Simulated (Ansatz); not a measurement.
Li (slab)

Input

```
crystal:
  lattice:
    - [17.8258881403, 0.0, 0.0]
    - [-1.9806542378, 2.8010680855, 0.0]
    - [0.0, 0.0, 21.703184479]
  atoms:
    - { symbol: Li, position: [0.0, 0.0, 0.0691142814] }
    - { symbol: Li, position: [0.1666666667, 0.5, 0.1808857186] }
    - { symbol: Li, position: [0.1666666667, 0.0, 0.0691142814] }
    - { symbol: Li, position: [0.3333333333, 0.5, 0.1808857186] }
    - { symbol: Li, position: [0.3333333333, 0.0, 0.0691142814] }
    - { symbol: Li, position: [0.5, 0.5, 0.1808857186] }
    - { symbol: Li, position: [0.5, 0.0, 0.0691142814] }
    - { symbol: Li, position: [0.6666666667, 0.5, 0.1808857186] }
    - { symbol: Li, position: [0.6666666667, 0.0, 0.0691142814] }
    - { symbol: Li, position: [0.8333333333, 0.5, 0.1808857186] }
    - { symbol: Li, position: [0.8333333333, 1.0, 0.0691142814] }
    - { symbol: Li, position: [0.0, 0.5, 0.1808857186] }
    - { symbol: Li, position: [1.0, 1.0, 0.2926571557] }
    - { symbol: Li, position: [0.1666666667, 0.5, 0.4044285929] }
    - { symbol: Li, position: [0.1666666667, 1.0, 0.2926571557] }
    - { symbol: Li, position: [0.3333333333, 0.5, 0.4044285929] }
    - { symbol: Li, position: [0.3333333333, 1.0, 0.2926571557] }
    - { symbol: Li, position: [0.5, 0.5, 0.4044285929] }
    - { symbol: Li, position: [0.5, 1.0, 0.2926571557] }
    - { symbol: Li, position: [0.6666666667, 0.5, 0.4044285929] }
    - { symbol: Li, position: [0.6666666667, 1.0, 0.2926571557] }
    - { symbol: Li, position: [0.8333333333, 0.5, 0.4044285929] }
    - { symbol: Li, position: [0.8333333333, 1.0, 0.2926571557] }
    - { symbol: Li, position: [0.0, 0.5, 0.4044285929] }
    - { symbol: Li, position: [0.1666666667, 1.0, 0.51620003] }
    - { symbol: Li, position: [0.3333333333, 1.0, 0.51620003] }
basis:
  ecutwfc: 420
kpoints:
  mp_grid: { grid: [3, 14, 1] }
hamiltonian:
  xc: pbesol
scf:
  occupations: { method: gaussian, width: 0.1 }
output:
  forces: true
  eigenvalues: true
  populations: true
  write_density: true
  write_potential: true
  elf: true
  volumetric_format: npy
relax:
  adjacent_minimum: "off"
  f_tol: 0.02
  max_steps: 45
  constraints: [{ sites: [0, 1, 2, 3, 4, 5, 6, 7, 8, 9, 10, 11] }]
efield:
  axis: 3
  dipole_correction: true
  ramp_width: 0.04
```

Launched as:

```sh
ansatz run input.yaml --threads 4 --pin off --max-ram 9216MiB --backend cpu --events-out ev --progress --plain --runs-dir out
```

The fields are those of the relaxed geometry.

All numbers below come from DFT PBEsol, scalar-relativistic, plane waves, PAW in Ansatz.

What can the converged valence pseudo-density and electron localisation function tell about the bonding?

Answer. Li–Li (2.97 Å): the density is about 0.05 e/Å³ at the midpoint; the ELF reaches about 0.50 near the midpoint.

Metal or insulator at this level of theory?

Answer. It is gapless in this calculation (a metal or semimetal).

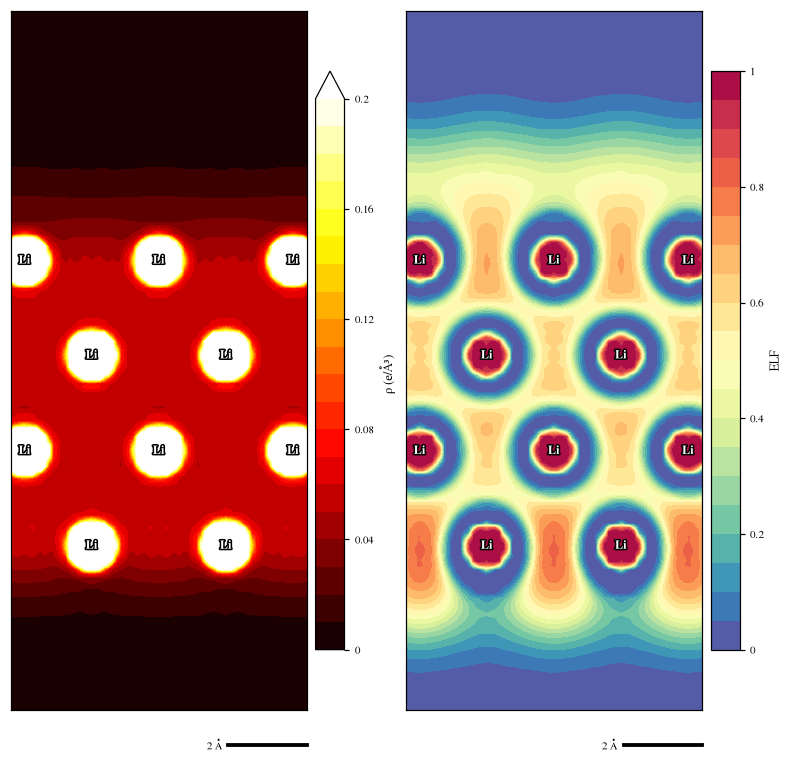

Computed valence pseudo-density and electron localisation function on the (100) plane of the calculation cell, a cut from vacuum to vacuum, in this order. 

In a PAW calculation such maps are meaningful between the atoms, not at the nuclei.
